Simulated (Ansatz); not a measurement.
**Run report: CoO, single-point calculation (part 2 of 2)**

CoO (4 atoms in the cell); DFT PBE+U, scalar-relativistic, plane waves, PAW, Ueff = 2 eV on Co atom 1 d; Ueff = 2 eV on Co atom 3 d, spin-polarised (Ansatz 0.2.0); cutoff 420 eV, 9×9×9 k-mesh, Gaussian smearing of 0.05 eV, collinear spins. The structure derives from an entry of the Crystallography Open Database. It belongs to a series of runs on one base structure; here: ferromagnetic start, free, natural orbitals of the symmetric run filled by rank.

Geometry of the input (Å; fractional positions):
```
-1.5080  1.5080  2.1073
3.0160  -3.0160  4.2145
1.5080  1.5080  -2.1073
Co 0.0000  0.0000  0.0000
O  0.5000  0.2500  0.0000
Co 0.0000  0.5000  -0.0000
O  0.5000  0.7500  -0.0000
```

## The program's output, continued
```
SCF iter   1: F=—  HF=-11385.403261 eV  |F-HF|=—  |Δ(HF+E_count)|=         —  Δρ=2.88e-1 (↑8.82e-2 ↓2.88e-1)  dr2=3.78e1  dr2_m=4.84e0  M=3.563 μB ∫|m|=3.566 μB  β_m=0.30  ethr=3.10e-3  ⟨swp⟩=5.6  Hψ=47545  notcnv=0  defer=4
preconditioner: auto → Kerker (q_TF=auto, 2.812 Å⁻¹)  [metal: Δε(μ)=0.004 eV  Ē_g=13.043 eV  σ=0.050 eV  W_gap=0.04  n_scr=16 (ndim 8)  ℏωp=32.8 eV  f_vac=0.000  D(μ)=4.48/eV (n_scr^D=60)]
spin=Collinear: Kerker preconditioning applied to the charge; magnetization (m = ρ↑ − ρ↓) channel mixes plain (no charge-response kernel on spin).
SCF iter   2: F=—  HF=-11382.419016 eV  |F-HF|=—  |Δ(HF+E_count)|=    2.98e0  Δρ=1.14e-1 (↑5.32e-2 ↓1.14e-1)  dr2=2.08e0  dr2_m=1.43e0  M=6.000 μB ∫|m|=6.003 μB  β_m=1.00  ethr=3.10e-3  ⟨swp⟩=3.0  Hψ=30141  notcnv=0  defer=1471
preconditioner: auto → none  [insulator: Δε(μ)=0.120 eV  Ē_g=12.865 eV  σ=0.050 eV  W_gap=0.90  n_scr=16 (ndim 8)  ℏωp=32.8 eV  f_vac=0.000  D(μ)=0.02/eV (n_scr^D=0)  ε∞_Penn≈7.5]
SCF iter   3: F=—  HF=-11382.216513 eV  |F-HF|=—  |Δ(HF+E_count)|=   2.03e-1  Δρ=3.95e-2 (↑3.95e-2 ↓3.49e-2)  dr2=5.21e-1  dr2_m=1.48e-2  M=6.000 μB ∫|m|=6.018 μB  β_m=1.00  ethr=3.10e-3  ⟨swp⟩=3.0  Hψ=27543  notcnv=0  defer=1349
SCF iter   4: F=—  HF=-11382.548494 eV  |F-HF|=—  |Δ(HF+E_count)|=   3.32e-1  Δρ=1.36e-2 (↑1.28e-2 ↓1.36e-2)  dr2=6.03e-2  dr2_m=1.23e-2  M=5.986 μB ∫|m|=6.005 μB  β_m=0.30  ethr=1.13e-3  ⟨swp⟩=2.2  Hψ=20815  notcnv=0  defer=1347
Mixer restart at iter 4: flushing history
spin-set hold released at iteration 4 (site moments contracting): the magnetisation degrees of freedom join the quasi-Newton model from the next iteration; the mixer history was flushed
SCF iter   5: F=—  HF=-11382.745419 eV  |F-HF|=—  |Δ(HF+E_count)|=   1.97e-1  Δρ=1.02e-2 (↑9.49e-3 ↓1.02e-2)  dr2=3.08e-2  dr2_m=6.60e-3  M=6.000 μB ∫|m|=6.020 μB  β_m=0.58  ethr=1.31e-4  ⟨swp⟩=2.7  Hψ=24690  notcnv=0  defer=1339
SCF iter   6: F=—  HF=-11382.974771 eV  |F-HF|=—  |Δ(HF+E_count)|=   2.29e-1  Δρ=1.52e-2 (↑9.25e-3 ↓1.52e-2)  dr2=1.59e-1  dr2_m=4.91e-3  M=5.997 μB ∫|m|=6.016 μB  β_m=0.50  ethr=6.69e-5  ⟨swp⟩=2.4  Hψ=24069  notcnv=0  defer=1337
SCF iter   7: F=—  HF=-11382.961174 eV  |F-HF|=—  |Δ(HF+E_count)|=   1.36e-2  Δρ=1.39e-3 (↑1.02e-3 ↓1.39e-3)  dr2=7.39e-4  dr2_m=1.43e-4  M=6.000 μB ∫|m|=6.021 μB  β_m=0.57  ethr=6.69e-5  ⟨swp⟩=2.2  Hψ=27524  notcnv=0  defer=1321
SCF iter   8: F=—  HF=-11382.961133 eV  |F-HF|=—  |Δ(HF+E_count)|=   4.11e-5  Δρ=4.72e-4 (↑3.78e-4 ↓4.72e-4)  dr2=9.34e-5  dr2_m=2.27e-5  M=6.000 μB ∫|m|=6.021 μB  β_m=0.58  ethr=1.61e-6  ⟨swp⟩=2.3  Hψ=18925  notcnv=0  defer=1319
SCF iter   9: F=—  HF=-11382.961113 eV  |F-HF|=—  |Δ(HF+E_count)|=   1.96e-5  Δρ=9.19e-5 (↑7.08e-5 ↓9.19e-5)  dr2=1.22e-6  dr2_m=1.61e-6  M=6.000 μB ∫|m|=6.021 μB  β_m=0.59  ethr=2.03e-7  ⟨swp⟩=2.0  Hψ=20367  notcnv=0  defer=1319
SCF iter  10: F=—  HF=-11382.961116 eV  |F-HF|=—  |Δ(HF+E_count)|=   2.51e-6  Δρ=4.38e-5 (↑3.18e-5 ↓4.38e-5)  dr2=1.79e-7  dr2_m=3.98e-7  M=6.000 μB ∫|m|=6.021 μB  β_m=0.79  ethr=2.66e-9  ⟨swp⟩=2.0  Hψ=18498  notcnv=0  defer=1319
SCF iter  11: F=—  HF=-11382.961116 eV  |F-HF|=—  |Δ(HF+E_count)|=   3.96e-7  Δρ=8.95e-6 (↑4.26e-6 ↓8.95e-6)  dr2=2.78e-8  dr2_m=6.80e-9  M=6.000 μB ∫|m|=6.021 μB  β_m=0.79  ethr=2.17e-10  ⟨swp⟩=12.9  Hψ=88879  notcnv=0
Mixer restart at iter 11: flushing history
SCF iter  12: F=—  HF=-11382.961139 eV  |F-HF|=—  |Δ(HF+E_count)|=         —  Δρ=3.37e-5 (↑2.14e-5 ↓3.37e-5)  dr2=1.34e-7  dr2_m=1.91e-7  M=6.000 μB ∫|m|=6.021 μB  β_m=0.79  ethr=6.04e-11  ⟨swp⟩=2.0  Hψ=21231  notcnv=0
SCF iter  13: F=—  HF=-11383.122571 eV  |F-HF|=—  |Δ(HF+E_count)|=   1.61e-1  Δρ=1.03e-2 (↑3.87e-5 ↓1.03e-2)  dr2=1.06e-2  dr2_m=9.39e-3  M=6.000 μB ∫|m|=6.020 μB  β_m=0.18  ethr=6.04e-11  ⟨swp⟩=4.6  Hψ=31282  notcnv=0
SCF iter  14: F=—  HF=-11383.131374 eV  |F-HF|=—  |Δ(HF+E_count)|=   8.80e-3  Δρ=9.40e-3 (↑6.98e-4 ↓9.40e-3)  dr2=7.06e-3  dr2_m=8.12e-3  M=6.000 μB ∫|m|=6.020 μB  β_m=0.20  ethr=6.04e-11  ⟨swp⟩=5.0  Hψ=42454  notcnv=0
SCF iter  15: F=—  HF=-11383.139735 eV  |F-HF|=—  |Δ(HF+E_count)|=   8.36e-3  Δρ=7.74e-3 (↑1.59e-3 ↓7.74e-3)  dr2=1.25e-2  dr2_m=4.59e-3  M=6.000 μB ∫|m|=6.020 μB  β_m=0.15  ethr=6.04e-11  ⟨swp⟩=5.3  Hψ=47709  notcnv=0
SCF iter  16: F=—  HF=-11383.147510 eV  |F-HF|=—  |Δ(HF+E_count)|=   7.77e-3  Δρ=4.30e-3 (↑4.60e-4 ↓4.30e-3)  dr2=1.25e-3  dr2_m=1.85e-3  M=6.000 μB ∫|m|=6.020 μB  β_m=0.54  ethr=6.04e-11  ⟨swp⟩=5.4  Hψ=48902  notcnv=0  defer=210
SCF iter  17: F=—  HF=-11383.169856 eV  |F-HF|=—  |Δ(HF+E_count)|=   2.23e-2  Δρ=1.10e-3 (↑3.39e-4 ↓1.10e-3)  dr2=1.15e-4  dr2_m=1.47e-4  M=6.000 μB ∫|m|=6.020 μB  β_m=0.79  ethr=6.04e-11  ⟨swp⟩=5.2  Hψ=50369  notcnv=0  defer=784
SCF iter  18: F=—  HF=-11383.170354 eV  |F-HF|=—  |Δ(HF+E_count)|=   4.98e-4  Δρ=5.05e-4 (↑1.08e-4 ↓5.05e-4)  dr2=1.74e-5  dr2_m=2.95e-5  M=6.000 μB ∫|m|=6.020 μB  β_m=0.89  ethr=6.04e-11  ⟨swp⟩=4.1  Hψ=36354  notcnv=0  defer=933
SCF iter  19: F=—  HF=-11383.170436 eV  |F-HF|=—  |Δ(HF+E_count)|=   8.20e-5  Δρ=1.05e-4 (↑8.64e-5 ↓1.05e-4)  dr2=6.65e-6  dr2_m=5.37e-7  M=6.000 μB ∫|m|=6.020 μB  β_m=0.76  ethr=6.04e-11  ⟨swp⟩=4.0  Hψ=34488  notcnv=0  defer=933
SCF iter  20: F=—  HF=-11383.170434 eV  |F-HF|=—  |Δ(HF+E_count)|=   2.06e-6  Δρ=4.09e-5 (↑4.09e-5 ↓3.14e-5)  dr2=6.62e-7  dr2_m=1.62e-7  M=6.000 μB ∫|m|=6.020 μB  β_m=0.71  ethr=6.04e-11  ⟨swp⟩=3.0  Hψ=30678  notcnv=0  defer=938
SCF iter  21: F=-11383.170434 eV  HF=-11383.170434 eV  |F-HF|=5.87e-9  |Δ(HF+E_count)|=   8.17e-8  Δρ=8.52e-6 (↑8.52e-6 ↓6.96e-6)  dr2=1.70e-8  dr2_m=1.20e-8  M=6.000 μB ∫|m|=6.020 μB  ethr=6.04e-11  ⟨swp⟩=9.4  Hψ=81858  notcnv=0
SCF 1 converged in 21 iterations: F = -11383.170434 eV  dr2 = 1.70e-8
  greatest PAW one-centre occupation: 1.004 electrons in one spin orbital (limit 2), on the Co atom at site 2 (counted from 0), in its partial waves of l = 1
SCF converged after 21 iterations
Magnetization: 6.0000 μB (26.0000 up, 20.0000 down)
Absolute magnetization: 6.0172 μB (∫|ρ↑−ρ↓|, with the PAW one-centre terms)
Spin contamination: 0.0070 ħ² per cell (⟨S²⟩ above its minimum at these occupations)
Per-site moments (μB) at R_I (Å): [(2.563650538717572, 0.8692407735000001), (0.2676236218599603, 0.8692407735000001), (2.5636505387175714, 0.8692407735000001), (0.26762362185996025, 0.8692407735000001)]
Free energy (F): -11383.170434 eV
Harris-Foulkes:  -11383.170434 eV  (|F-HF|=5.87e-9)
Internal energy: -11383.170434 eV  (E = F + TS)
E sigma→0 (E₀):  -11383.170434 eV
Fermi energy:    14.070438 eV
--- Per-component energies (eV) ---
  E_band       = -616.885428
  E_kinetic    = 1235.639924
  E_local      = -6843.222866  (includes V_loc(G=0)·N_el)
  E_nonlocal   = 1030.137662
  E_hartree    = 2810.256565
  E_xc         = -457.786873
  E_vxc        = -588.285070  (∫ρ·V_xc dr)
  E_hubbard    = 0.737287  (on-site DFT+U / exact-exchange correction)
  E_vhub       = -13.161295  (the Hubbard potential's part of the band-sum identity)
  E_paw        = -3354.957901  (= ΣΔE_a)
  E_vpaw       = -1058.521943  (= ΣTr[D̂ρ^β])
  E_aug_tail   = 0.004938  (compensation charges beyond the density's cutoff)
  E_ewald      = -5803.979171
  E_smearing   = -0.000000  (= −TS)
  E_closure    = -0.000000  (closes the sum)
  Σ components = -11383.170434   (vs F -11383.170434, Δ=0.00e0)
--- Specified on-site occupations, and those of the state reported ---
  electrons in the specified blocks: 13.7000 specified, 14.6359 found
  site 0 (l=d) ↓: largest change of an orbital's occupation 0.3352; electrons 2.0000 specified, 2.3307 found; spectral distance 0.1897
  site 2 (l=d) ↓: largest change of an orbital's occupation 0.3352; electrons 2.0000 specified, 2.3307 found; spectral distance 0.1897
  site 2 (l=d) ↑: largest change of an orbital's occupation 0.0293; electrons 4.8500 specified, 4.9873 found; spectral distance 0.0615
  site 0 (l=d) ↑: largest change of an orbital's occupation 0.0293; electrons 4.8500 specified, 4.9873 found; spectral distance 0.0615
--- Forces (eV/Å), atoms counted from 1 ---
  atom   1  Co     0.00000000     0.00000000     0.00000000
  atom   2  O      0.00000000     0.00000000     0.00000000
  atom   3  Co     0.00000000    -0.00000000     0.00000000
  atom   4  O      0.00000000     0.00000000     0.00000000
  max |Σ_I F_I| component: 7.89e-30 eV/Å
--- Stress (GPa, compression-positive) ---
       10.683119       0.000000      -0.000658
        0.000000       7.168710       0.000000
       -0.000659       0.000000       7.881393
  P = ⅓ Tr σ = 8.5777 GPa (85.777 kbar)
--- Band table (eV; the first three rows and the last of 410) ---
  k-point 0 ↑: bands = ["-82.9853", "-82.9824", "-46.6773", "-46.6606", "-46.3880", "-46.3821", "-45.7214", "-45.6942", "-6.0543", "-4.7447", "5.7256", "7.4143", "7.4174", "8.9513", "9.5335", "9.7285", "9.7650", "10.1885", "10.3122", "10.8888", "11.0412", "11.1081", "11.1963", "11.7306", "13.7731", "13.8748", "15.0416", "19.0803", "23.5168", "27.1423", "27.5307", "30.7382"]
  k-point 1 ↑: bands = ["-82.9849", "-82.9822", "-46.6772", "-46.6623", "-46.3904", "-46.3851", "-45.7189", "-45.6972", "-5.8850", "-4.8078", "6.0577", "7.4672", "7.5858", "8.5855", "8.8711", "9.6206", "9.7558", "9.9781", "10.0242", "10.8215", "11.2493", "11.4324", "11.5365", "11.6337", "13.0019", "13.7860", "16.2197", "19.7053", "23.5177", "26.4129", "27.9087", "28.7872"]
  k-point 2 ↑: bands = ["-82.9835", "-82.9821", "-46.6773", "-46.6667", "-46.3964", "-46.3923", "-45.7127", "-45.7047", "-5.4781", "-4.8900", "6.4578", "7.3061", "7.5362", "7.9817", "8.7367", "9.6553", "9.6776", "9.7969", "9.9254", "10.6446", "11.4229", "11.4846", "11.6347", "11.7844", "11.8462", "13.6937", "18.4030", "20.4706", "24.1230", "24.7998", "27.1230", "27.3727"]
  k-point 204 ↓: bands = ["-79.7463", "-79.7442", "-43.2680", "-43.2479", "-43.1579", "-43.1473", "-42.9012", "-42.8880", "-4.3026", "-4.2257", "6.3790", "7.6507", "9.1876", "9.7951", "10.2559", "10.3216", "10.7788", "13.0001", "13.0432", "13.3822", "15.2593", "15.5613", "15.5673", "15.5899", "16.9315", "17.5166", "19.6759", "20.8894", "24.3077", "24.5961", "26.3321", "27.9487"]
Occupation matrices written to [file]
--- Löwdin populations: 4 sites ---
  site symbol       q [e]    m [muB]
     0     Co     15.8332     2.6569
     1      O      7.0421     0.3400
     2     Co     15.8332     2.6569
     3      O      7.0421     0.3400
  spilling = 0.005420 (of n_electrons = 46.000000)
--- Occupation matrices: 2 shells (run DFT+U table (all-electron-ortho-atomic); ε = 9.53e-3) ---
  Co0 d_3D: site group D4h (4/mmm); on the run's cell C2h (2/m)
  Co0 d_3D up     Tr n = 4.9873  λ = 0.996 0.996 0.998 0.998 0.999  [5× z2 0.20 (T2g 0.60) Eg(0.40)/Ag(0.60)]
  Co0 d_3D dn     Tr n = 2.3307  λ = 0.072 0.141 0.155 0.972 0.990  [yz 1.00 (T2g 1.00) Eg(1.00)/Bg(1.00) | xy 1.00 (Eg 1.00) B2g(1.00)/Bg(1.00) | z2 0.92 (Eg 0.92) A1g(0.92)/Ag(1.00) | xz 1.00 (T2g 1.00) Eg(1.00)/Ag(1.00) | x2-y2 0.92 (T2g 0.92) B1g(0.92)/Ag(1.00)]
  specified occupation → Co0 d_3D up: matrix, ‖Δ‖_F = 0.0615, Tr Δ = -0.1373, displaced = 0.0686, d_λ = 0.0615; orbital distance = 0.0000
  specified occupation → Co0 d_3D dn: matrix, ‖Δ‖_F = 0.4027, Tr Δ = -0.3307, displaced = 0.3455, d_λ = 0.1897; orbital distance = 0.3988
  Co2 d_3D: site group D4h (4/mmm); on the run's cell C2h (2/m)
  Co2 d_3D up     Tr n = 4.9873  λ = 0.996 0.996 0.998 0.998 0.999  [5× z2 0.20 (T2g 0.60) Eg(0.40)/Ag(0.60)]
  Co2 d_3D dn     Tr n = 2.3307  λ = 0.072 0.141 0.155 0.972 0.990  [yz 1.00 (T2g 1.00) Eg(1.00)/Bg(1.00) | xy 1.00 (Eg 1.00) B2g(1.00)/Bg(1.00) | z2 0.92 (Eg 0.92) A1g(0.92)/Ag(1.00) | xz 1.00 (T2g 1.00) Eg(1.00)/Ag(1.00) | x2-y2 0.92 (T2g 0.92) B1g(0.92)/Ag(1.00)]
  specified occupation → Co2 d_3D up: matrix, ‖Δ‖_F = 0.0615, Tr Δ = -0.1373, displaced = 0.0686, d_λ = 0.0615; orbital distance = 0.0000
  specified occupation → Co2 d_3D dn: matrix, ‖Δ‖_F = 0.4027, Tr Δ = -0.3307, displaced = 0.3455, d_λ = 0.1897; orbital distance = 0.3988
  Tr n, λ and their labels are of the run-group-symmetrised matrices; stabiliser: 8 of 16 elements of G0×{1,Θ} (closed), max defect 1.1e-15 at τ = 2.0e-3
```

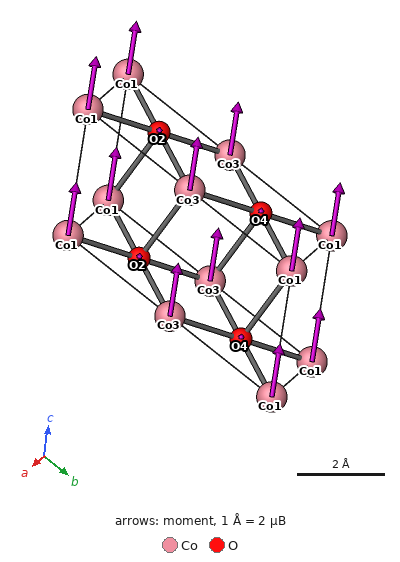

Magnetic moments of the sites as pink arrows (ball-and-stick view of the cell of the calculation, seen slightly off an axis; atoms are numbered from 1 in the order of the input); small moments hardly show. The run is collinear, so the axis drawn is arbitrary. Site moments: Co1, Co3 (2.56 μB); O2, O4 (0.27 μB). They are counted near the atoms and needn't add up to the moment of the cell.

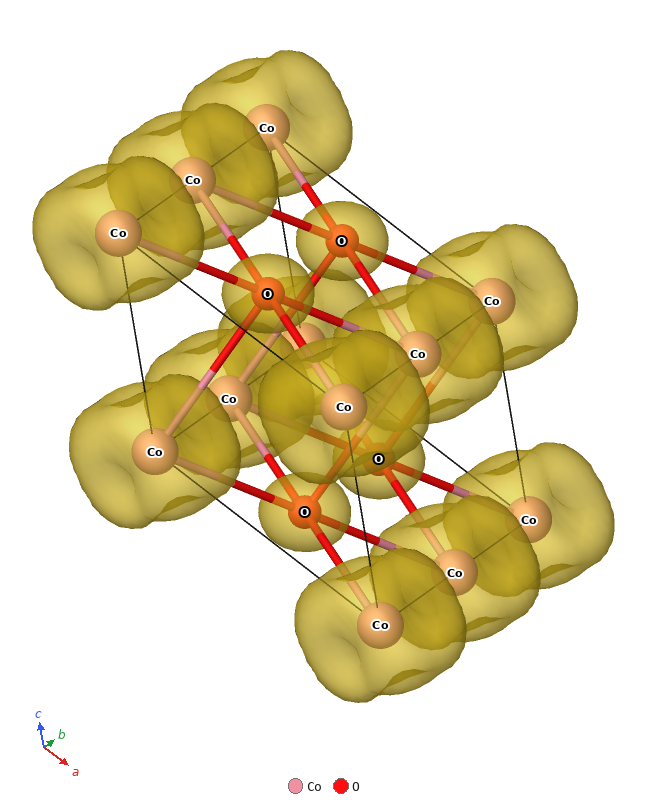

Isosurface of the spin density at +0.2 e/Å³ (yellow), seen slightly off an axis. Sticks mark near contacts. The outline is the calculation cell. The cell of the calculation (4 atoms) carries 6.0 μB net. The fields are those of the smooth PAW valence density.

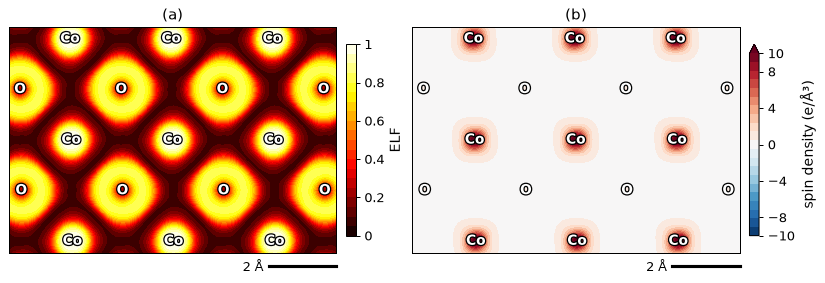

(a) ELF; (b) spin density (up minus down) on the (001) plane of the calculation cell. Atoms in the plane: Co and O. Co–O (2.11 Å): the ELF is about 0.15 at the midpoint. The strong features right at Co lie inside the PAW spheres (semicore, d or f shells) and say nothing about bonding. The cell of the calculation (4 atoms) carries 6.0 μB net.
